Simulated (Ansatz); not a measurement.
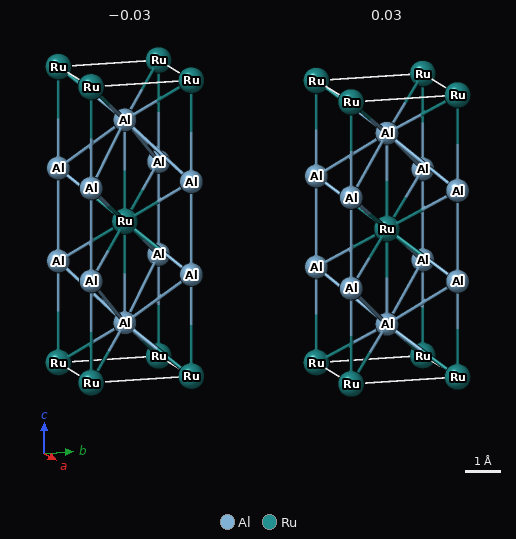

A crystal of Al2Ru (set up in I4/mmm), under biaxial strain in the a–b plane (c and atoms relaxed), with energies (extrapolated to zero smearing) counted from the relaxed crystal, which is the row at zero. The picture shows the first and the last member. A ball-and-stick model of the cell of the calculation, seen slightly off an axis.

Computed with Ansatz 0.2.0: DFT r2SCAN, scalar-relativistic, plane waves, PAW. (plane-wave cutoff 500 eV; k-point mesh 12 × 12 × 4; occupations gaussian; smearing width 0.1 eV; no spin polarisation; force threshold 0.008 eV/Å)

```json
{"strain": "−0.03", "energy (meV/atom)": "28.21", "a (Å)": "3.028", "c (Å)": "8.674"}
{"strain": "−0.02", "energy (meV/atom)": "12.32", "a (Å)": "3.059", "c (Å)": "8.591"}
{"strain": "−0.01", "energy (meV/atom)": "3.02", "a (Å)": "3.091", "c (Å)": "8.515"}
{"strain": "0.0", "energy (meV/atom)": "0.00", "a (Å)": "3.122", "c (Å)": "8.445"}
{"strain": "0.01", "energy (meV/atom)": "2.94", "a (Å)": "3.153", "c (Å)": "8.381"}
{"strain": "0.02", "energy (meV/atom)": "?", "a (Å)": "?", "c (Å)": "?"}
{"strain": "0.03", "energy (meV/atom)": "25.29", "a (Å)": "3.215", "c (Å)": "8.266"}
```

> One row is withheld. What does the calculation give there?

A parabola through three neighbouring rows (0.0, 0.01, 0.03) gives, with Lagrange weights, (−0.3333)(0.00) + (1.0000)(2.94) + (0.3333)(25.29) = 11.37 meV/atom. The calculation gives 11.51 meV/atom (a = 3.184 Å, c = 8.322 Å). The estimate is 0.14 meV/atom too low. From the first member to the last: Al–Ru 2.975 → 2.801 Å, Al–Ru 2.538 → 2.635 Å, Al–Al 2.723 → 2.664 Å.

The whole series:

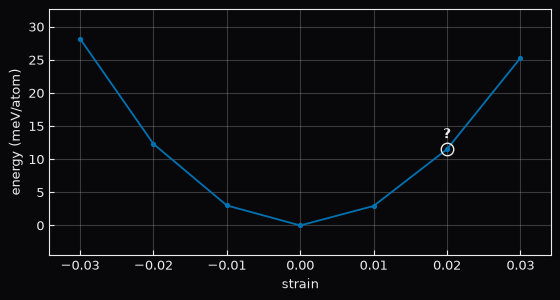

Each member starts from this one structure; whether another phase lies lower wasn't checked.
